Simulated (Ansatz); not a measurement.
**PbS: density, localisation and related maps**

```cif
data_structure
_symmetry_space_group_name_H-M 'P 1'
_symmetry_Int_Tables_number 1
_cell_length_a 3.9835
_cell_length_b 3.9835
_cell_length_c 6.0782
_cell_angle_alpha 90.000
_cell_angle_beta 90.000
_cell_angle_gamma 90.000
_cell_volume 96.45
loop_
_atom_site_label
_atom_site_type_symbol
_atom_site_fract_x
_atom_site_fract_y
_atom_site_fract_z
_atom_site_occupancy
Pb1 Pb 0.00000 0.00000 0.00000 1
Pb2 Pb 0.50000 0.50000 0.50000 1
S1 S 0.50000 0.50000 0.00000 1
S2 S 0.00000 0.00000 0.50000 1
```

Space group I4/mmm; changed on purpose from its base cell (strain -0.050 along x and y, +0.025 along z, atoms carried along); computed pressure about 9 GPa in this cell.

Level of theory: DFT PBE, scalar-relativistic, plane waves, PAW (Ansatz).

The density is the valence pseudo-density of a PAW calculation; it isn't the true density close to the nuclei.

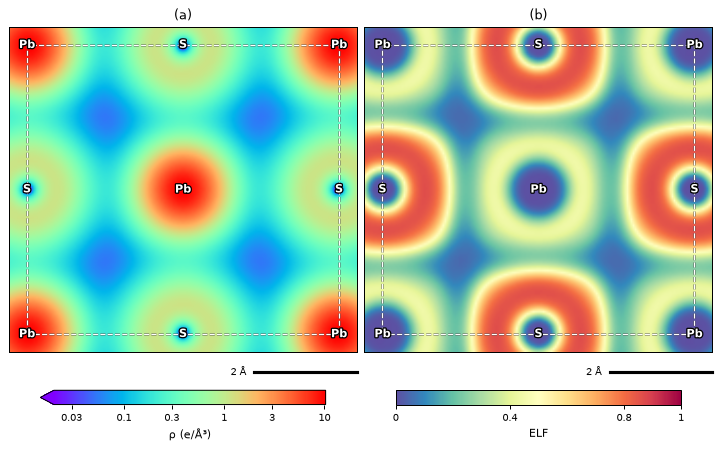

Figure 1. (a) valence charge density (pseudo); (b) electron localisation function on the (11̄0) plane of the conventional cell.

### Interpret the plot.

- Atoms in the plane: Pb and S.
- Pb–S (2.82 Å): the density is about 0.29 e/Å³ at the midpoint; the ELF peaks at about 0.85 in the valence shell of S, 0.8 Å from its nucleus, and drops to about 0.25 between the two atoms.
- Pb–S (3.04 Å): the density is about 0.2 e/Å³ at the midpoint; the ELF peaks at about 0.85 in the valence shell of S, 0.8 Å from its nucleus, and drops to about 0.20 between the two atoms.
- Between the atoms the lowest density in this plane is 0.05 e/Å³.

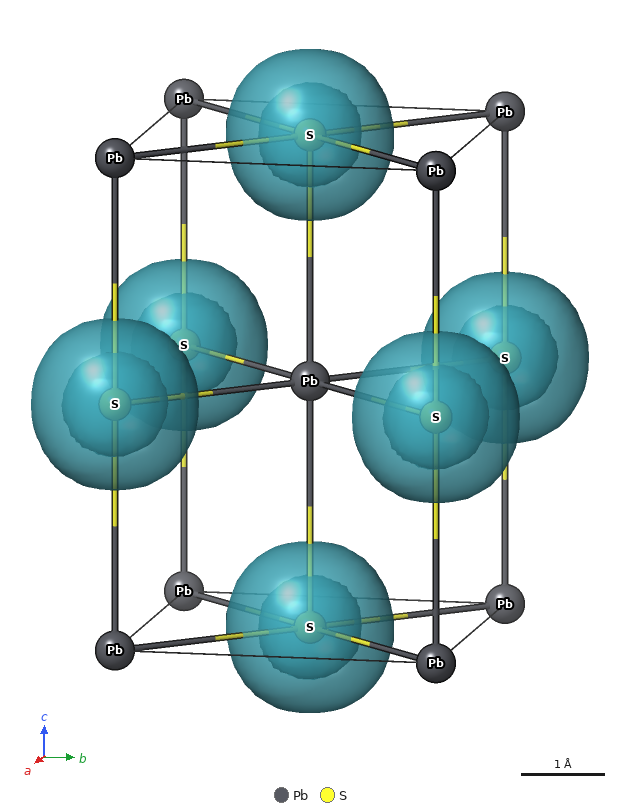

Figure 2. Isosurface of the electron localisation function at 0.8 (cyan), seen slightly off an axis. Core shells and regions of very low density are left out. Sticks mark near contacts.

### Describe the localisation domains.

At this value the surface marks out two regions wrapped around S (the valence shell of each), counted in one cell of 4 atoms. Regions shared between cells count once.
